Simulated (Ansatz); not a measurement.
# Two runs on H

System: H (2 atoms in the cell).
Method of the first run: DFT PBEsol, scalar-relativistic, plane waves, PAW, no spin polarisation (Ansatz 0.2.0).

The structure derives from a Materials Project entry. Text and figures count atoms from 1; the logs count them from 0 in places.

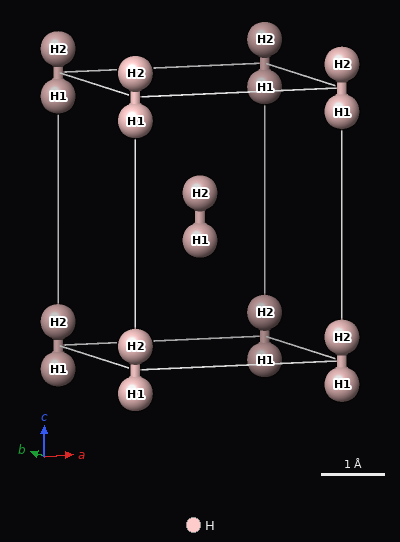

Fig. 1: The input geometry (ball-and-stick view of the cell 2 times as large as that of the calculation, set on its symmetry axes, seen slightly off an axis; atoms are numbered from 1 in the order of the input).

Input file, the first run:
```yaml
crystal:
  lattice:
    - [-1.7538636044, 1.7538636044, 2.1865336887]
    - [1.7538636044, -1.7538636044, 2.1865336887]
    - [1.7538636044, 1.7538636044, -2.1865336887]
  atoms:
    - { symbol: H, position: [0.9131797345, 0.9131797345, 0.0] }
    - { symbol: H, position: [0.0868202655, 0.0868202655, 0.0] }
basis:
  ecutwfc: 420
kpoints:
  mp_grid: { grid: [10, 10, 10] }
hamiltonian:
  xc: pbesol
scf:
  occupations: { method: fixed }
output:
  forces: true
  stress: true
  eigenvalues: true
relax:
  adjacent_minimum: "off"
  f_tol: 0.001
  max_steps: 60
  cell: { stress_tol: 0.01 }
```

Hardware: 1 thread of an x86-64 CPU, shared host.

Output, shortened to warnings, some set-up lines, iterations and results (the first run):
```
Basis set: ecut = 420 eV, 527 PW (Γ), exchange–correlation on 48×48×48 points (8 copies of the dense FFT grid, shifted against one another)
Symmetry: 16 space group operations
k-points: 102 of 1000
Initial density: superposition of atomic densities (neutral atoms: chi_scale 0, normalization atom), corrected by the library's trained network
[...]
SCF iter   1: F=—  HF=-31.232785 eV  |F-HF|=—  |Δ(HF+E_count)|=         —  Δρ=3.11e-3  dr2=1.73e-3  ethr=1.77e-3  ⟨swp⟩=3.3  Hψ=3760  notcnv=0  defer=183
SCF iter   2: F=—  HF=-31.232662 eV  |F-HF|=—  |Δ(HF+E_count)|=   1.23e-4  Δρ=1.12e-3  dr2=2.04e-4  ethr=8.64e-5  ⟨swp⟩=1.1  Hψ=1334  notcnv=0  defer=184
SCF iter   3: F=—  HF=-31.232731 eV  |F-HF|=—  |Δ(HF+E_count)|=   6.94e-5  Δρ=9.23e-5  dr2=7.31e-7  ethr=1.02e-5  ⟨swp⟩=2.9  Hψ=807  notcnv=0  defer=201
SCF iter   4: F=—  HF=-31.232737 eV  |F-HF|=—  |Δ(HF+E_count)|=   5.35e-6  Δρ=8.57e-6  dr2=1.57e-8  ethr=3.65e-8  ⟨swp⟩=2.0  Hψ=612  notcnv=0
SCF iter   5: F=-31.232737 eV  HF=-31.232737 eV  |F-HF|=1.78e-10  |Δ(HF+E_count)|=   4.22e-9  Δρ=4.02e-7  dr2=4.18e-11  ethr=7.84e-10  ⟨swp⟩=2.0  Hψ=612  notcnv=0
[... 73 lines ...]
SCF iter   5: F=—  HF=-31.232857 eV  |F-HF|=—  |Δ(HF+E_count)|=   2.59e-6  Δρ=1.33e-6  dr2=2.41e-11  ethr=4.09e-11  ⟨swp⟩=2.0  Hψ=612  notcnv=0  defer=204
SCF iter   6: F=—  HF=-31.232857 eV  |F-HF|=—  |Δ(HF+E_count)|=   5.22e-8  Δρ=1.80e-7  dr2=1.69e-12  ethr=1.20e-12  ⟨swp⟩=2.0  Hψ=612  notcnv=0  defer=204
SCF iter   7: F=-31.232857 eV  HF=-31.232857 eV  |F-HF|=3.68e-12  |Δ(HF+E_count)|=  8.17e-10  Δρ=3.30e-8  dr2=2.87e-13  ethr=1.00e-12  ⟨swp⟩=6.9  Hψ=2616  notcnv=0
SCF 12 converged in 7 iterations: F = -31.232857 eV  dr2 = 2.87e-13
relax step  12: F+E_penalty+E_count = -31.23285732 eV  Δ(F+E_penalty+E_count) = -3.109e-4 eV  max|allowed force component| = 8.340e-4 eV/Å  Δτ_max = 0.0000 Å  P = +0.003 GPa  …
basis re-selected at this cell: Δ(F+E_penalty+E_count) = -3.109e-4 eV, ΔP = +0.002 GPa vs the last step (what re-selecting the basis moved, of the pressure what is left beyond the Pulay correction that the steps carried, after the strain that the cell walked since its last selection, with what the …
SCF converged after 7 iterations
Free energy (F): -31.232857 eV
Harris-Foulkes:  -31.232857 eV  (|F-HF|=3.68e-12)
Internal energy: -31.232857 eV  (E = F + TS)
E sigma→0 (E₀):  -31.232857 eV
Fermi energy:    -8.226798 eV
--- Per-component energies (eV) ---
  E_band       = -17.720637
  E_kinetic    = 26.281202
  E_local      = -46.112981  (includes V_loc(G=0)·N_el)
  E_nonlocal   = 3.259011
  E_hartree    = 11.070081
  E_xc         = -16.957078
  E_vxc        = -21.966350  (∫ρ·V_xc dr)
  E_paw        = -1.045083  (= ΣΔE_a)
  E_vpaw       = -1.319319  (= ΣTr[D̂ρ^β])
  E_aug_tail   = -0.002357  (compensation charges beyond the density's cutoff)
  E_ewald      = -7.725651
  E_smearing   = -0.000000  (= −TS)
  E_closure    = -0.000000  (closes the sum)
  Σ components = -31.232857   (vs F -31.232857, Δ=0.00e0)
--- Forces (eV/Å), atoms counted from 1 ---
  atom   1  H     -0.00000000     0.00000000    -0.00083403
  atom   2  H      0.00000000    -0.00000000     0.00083403
  max |Σ_I F_I| component: 1.90e-19 eV/Å
--- Stress (GPa, compression-positive) ---
        0.000781      -0.000000      -0.000000
       -0.000000       0.000781       0.000000
       -0.000000      -0.000000       0.007788
  P = ⅓ Tr σ = 0.0031 GPa (0.031 kbar)
--- Relaxed structure (9 steps of the walk, 9 accepted, 3 SCFs on fresh bases) ---
  F+E_penalty+E_count = -31.23285732 eV   max|allowed force component| = 8.340e-4 eV/Å   (the final SCF, on the basis selected at the relaxed cell)
  cell:  # Å, volume = 28.3082 Å³
    - [-1.7769725431737153, 1.7769725431737153, 2.2412533529905625]
    - [1.7769725431737153, -1.7769725431737153, 2.2412533529905625]
    - [1.7769725431737153, 1.7769725431737153, -2.2412533529905625]
  atoms:
    - { symbol: H, position: [0.9153142280454588, 0.9153142280454588, -5.547678440091336e-34] }
    - { symbol: H, position: [0.08468577195454145, 0.08468577195454145, -6.558258340696827e-35] }
```

For the second run the input was changed thus:
```diff
-  occupations: { method: fixed }
+  occupations: { method: gaussian, width: 0.02 }
-  f_tol: 0.001
-  max_steps: 60
-  cell: { stress_tol: 0.01 }
+  f_tol: 0.005
+  max_steps: 80
+  cell: { stress_tol: 0.05 }
```

How does the second run compare with the first run?

The total energy of the second run is 0.06 meV per atom higher, which comes with the changed settings and measures no stability. The gap on the mesh goes from 8.97 to 8.87 eV. The volume per atom goes from 14.15 to 13.45 Å³. The SCF takes 8 iterations over all geometry steps against 59.

Output, shortened to warnings, some set-up lines, iterations and results (the second run):
```
Basis set: ecut = 420 eV, 527 PW (Γ), exchange–correlation on 48×48×48 points (8 copies of the dense FFT grid, shifted against one another)
Symmetry: 16 space group operations
k-points: 102 of 1000
Initial density: superposition of atomic densities (neutral atoms: chi_scale 0, normalization atom), corrected by the library's trained network
[...]
SCF iter   1: F=—  HF=-31.232785 eV  |F-HF|=—  |Δ(HF+E_count)|=         —  Δρ=3.12e-3  dr2=1.73e-3  ethr=1.77e-3  ⟨swp⟩=3.5  Hψ=4546  notcnv=0
SCF iter   2: F=—  HF=-31.232662 eV  |F-HF|=—  |Δ(HF+E_count)|=   1.23e-4  Δρ=1.12e-3  dr2=2.04e-4  ethr=8.64e-5  ⟨swp⟩=1.2  Hψ=1349  notcnv=0
SCF iter   3: F=—  HF=-31.232731 eV  |F-HF|=—  |Δ(HF+E_count)|=   6.94e-5  Δρ=9.24e-5  dr2=7.33e-7  ethr=1.02e-5  ⟨swp⟩=2.8  Hψ=748  notcnv=0
SCF iter   4: F=—  HF=-31.232737 eV  |F-HF|=—  |Δ(HF+E_count)|=   5.36e-6  Δρ=8.70e-6  dr2=1.62e-8  ethr=3.66e-8  ⟨swp⟩=2.0  Hψ=612  notcnv=0
SCF iter   5: F=-31.232737 eV  HF=-31.232737 eV  |F-HF|=1.77e-10  |Δ(HF+E_count)|=   4.18e-9  Δρ=4.00e-7  dr2=4.18e-11  ethr=8.09e-10  ⟨swp⟩=2.0  Hψ=612  notcnv=0
SCF iter   6: F=-31.232737 eV  HF=-31.232737 eV  |F-HF|=1.42e-13  |Δ(HF+E_count)|=  1.86e-10  Δρ=5.81e-8  dr2=5.60e-13  ethr=2.09e-12  ⟨swp⟩=1.0  Hψ=1326  notcnv=0
SCF 1 converged in 6 iterations: F = -31.232737 eV  dr2 = 5.60e-13
relax step   1: F+E_penalty+E_count = -31.23273669 eV  Δ(F+E_penalty+E_count) = +0.000e0 eV  max|allowed force component| = 1.606e-3 eV/Å  Δτ_max = 0.0000 Å  P = +0.024 GPa  …
SCF iter   1: F=—  HF=-31.232736 eV  |F-HF|=—  |Δ(HF+E_count)|=         —  Δρ=1.59e-7  dr2=3.66e-12  ethr=4.90e-8  ⟨swp⟩=2.2  Hψ=6025  notcnv=0
SCF iter   2: F=-31.232737 eV  HF=-31.232737 eV  |F-HF|=2.23e-12  |Δ(HF+E_count)|=   5.15e-7  Δρ=5.50e-8  dr2=3.04e-13  ethr=1.00e-12  ⟨swp⟩=6.0  Hψ=2652  notcnv=0
SCF 2 converged in 2 iterations: F = -31.232737 eV  dr2 = 3.04e-13
relax step   2: F+E_penalty+E_count = -31.23273669 eV  Δ(F+E_penalty+E_count) = +9.948e-14 eV  max|allowed force component| = 1.607e-3 eV/Å  Δτ_max = 0.0000 Å  P = +0.024 GPa …
basis re-selected at this cell: Δ(F+E_penalty+E_count) = +9.948e-14 eV, ΔP = +0.000 GPa vs the last step (what re-selecting the basis moved, of the pressure what is left beyond the Pulay correction that the steps carried, after the strain that the cell walked since its last selection, with what the …
SCF converged after 2 iterations
Free energy (F): -31.232737 eV
Harris-Foulkes:  -31.232737 eV  (|F-HF|=2.23e-12)
Internal energy: -31.232737 eV  (E = F + TS)
E sigma→0 (E₀):  -31.232737 eV
Fermi energy:    -3.650082 eV
--- Per-component energies (eV) ---
  E_band       = -17.588466
  E_kinetic    = 26.288040
  E_local      = -45.368299  (includes V_loc(G=0)·N_el)
  E_nonlocal   = 3.258599
  E_hartree    = 10.765996
  E_xc         = -16.963996
  E_vxc        = -21.977192  (∫ρ·V_xc dr)
  E_paw        = -1.044876  (= ΣΔE_a)
  E_vpaw       = -1.319062  (= ΣTr[D̂ρ^β])
  E_aug_tail   = -0.002541  (compensation charges beyond the density's cutoff)
  E_ewald      = -8.165658
  E_smearing   = -0.000000  (= −TS)
  E_closure    = 0.000000  (closes the sum)
  Σ components = -31.232737   (vs F -31.232737, Δ=0.00e0)
--- Forces (eV/Å), atoms counted from 1 ---
  atom   1  H      0.00000000     0.00000000     0.00160732
  atom   2  H      0.00000000     0.00000000    -0.00160732
  max |Σ_I F_I| component: 3.79e-19 eV/Å
--- Stress (GPa, compression-positive) ---
        0.020860       0.000000       0.000000
        0.000000       0.020860      -0.000000
        0.000000      -0.000000       0.028861
  P = ⅓ Tr σ = 0.0235 GPa (0.235 kbar)
--- Relaxed structure (1 steps of the walk, 1 accepted, 1 SCFs on fresh bases) ---
  F+E_penalty+E_count = -31.23273669 eV   max|allowed force component| = 1.607e-3 eV/Å   (the final SCF, on the basis selected at the relaxed cell)
  cell:  # Å, volume = 26.9034 Å³
    - [-1.7538636044, 1.7538636044, 2.1865336887]
    - [1.7538636044, -1.7538636044, 2.1865336887]
    - [1.7538636044, 1.7538636044, -2.1865336887]
  atoms:
    - { symbol: H, position: [0.9131797344999999, 0.9131797344999999, 0.0] }
    - { symbol: H, position: [0.0868202655, 0.0868202655, 0.0] }
```

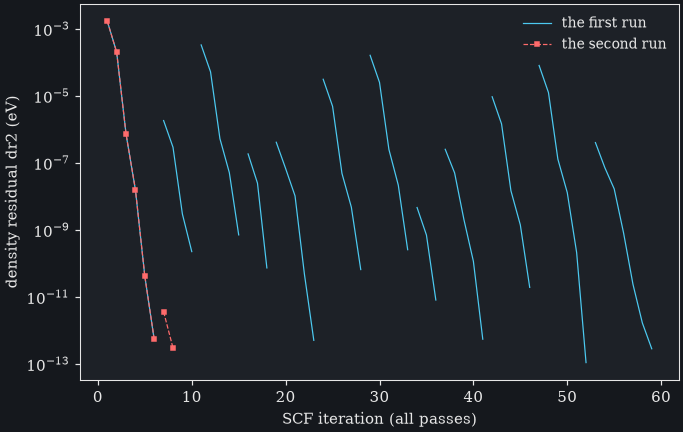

Fig. 2: Convergence of the two runs: density residual dr2 against the SCF iteration. A break in a curve parts two SCF passes. The first run takes 59 iterations in all, and the second run takes 8.

The two runs side by side:

```csv
quantity,the first run,the second run
outcome,converged,converged
free energy per atom (eV),−15.6164,−15.6164
gap on the mesh (eV),8.97,8.87
pressure (GPa),0.00,0.02
volume per atom (Å³),14.15,13.45
largest force (eV/Å),0.001,0.002
SCF iterations,59,8
irreducible k-points,102,102
wall time (shared host),6.2 s,1.2 s
```
